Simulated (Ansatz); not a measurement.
Given this structure:

```
Sr O
1.0
     5.16757    0.00000    0.00000
     0.00000    5.16757    0.00000
     0.00000    0.00000    5.16757
Sr O
4 4
Direct
  0.50000 0.00000 0.00000
  0.50000 0.50000 0.50000
  0.00000 0.00000 0.50000
  0.00000 0.50000 0.00000
  0.00000 0.00000 0.00000
  0.00000 0.50000 0.50000
  0.50000 0.00000 0.50000
  0.50000 0.50000 0.00000
```

### What does this file describe?

The solid is SrO. The symmetry is that of Fm-3m (No. 225), on a face-centred cubic lattice. In terms of structure types, this is rock salt (NaCl type). Content of the cell: 4 Sr, 4 O (Z = 4). Sr is coordinated by six O in an octahedral arrangement at 2.58 Å. O is surrounded by six Sr in an octahedral arrangement at 2.58 Å. The bonds build a three-dimensional framework.

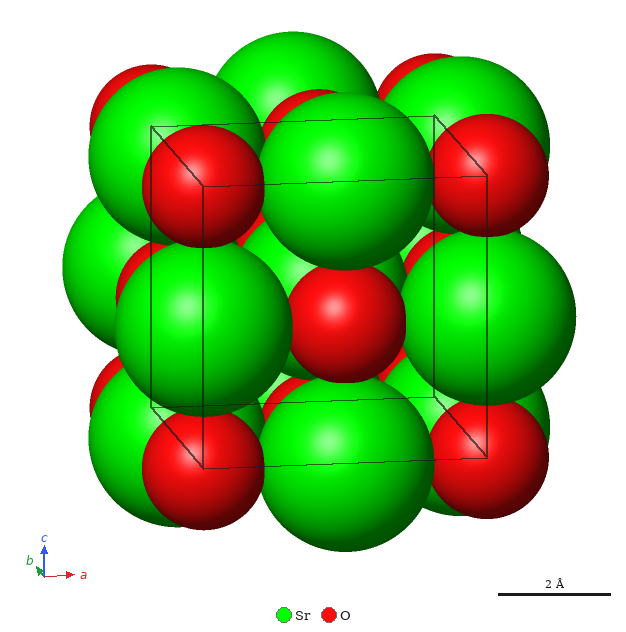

The figure gives a space-filling picture of the atoms, viewed slightly off an axis. The box is the conventional unit cell; atoms on or close to its faces, edges and corners are drawn wherever they repeat.

Its origin is a structure listed in the Materials Project. Earlier steps of the study may have refined or changed the cell and positions. Ansatz was used for an electronic-structure calculation on it.

At this level of theory the cell isn't at rest (stretched, at -42 GPa), so its distances can differ from those at equilibrium, the more so the softer the solid.
